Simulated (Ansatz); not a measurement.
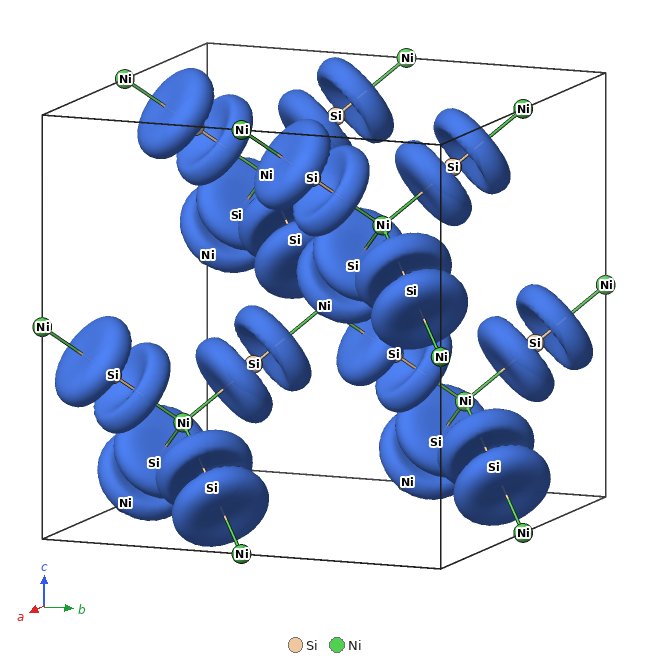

Figure. Si2Ni. Isosurface of the ELF at 0.7 (blue), seen slightly off an axis. Only the valence region is drawn (cores and ρ < 0.01 e/Å³ removed). Sticks mark near contacts.

Space group Fd-3m; a structure generated by program, which may or may not match a known phase; computed without spin polarisation.

Computed with DFT PBE, scalar-relativistic, plane waves, PAW (Ansatz 0.2.0).

In a PAW calculation such maps are meaningful between the atoms, not at the nuclei.

### Identify the bonds, lone pairs and shells in this picture.

The ELF exceeds this value in 32 lobes of the valence shell of Si pointing towards Ni (polar bonds), counted in one cell of 24 atoms. Any copies at cell faces, edges or corners count once. Profiles from the grid: Si–Ni (2.09 Å): the ELF peaks at about 0.80 in the valence shell of Si, 0.8 Å from its nucleus, and is about 0.50 at the midpoint.

### Does the calculation make it a metal, or give it a gap?

It is gapped, with a Kohn–Sham gap of 1.1 eV on the k-point mesh, an upper bound to the gap of this method.
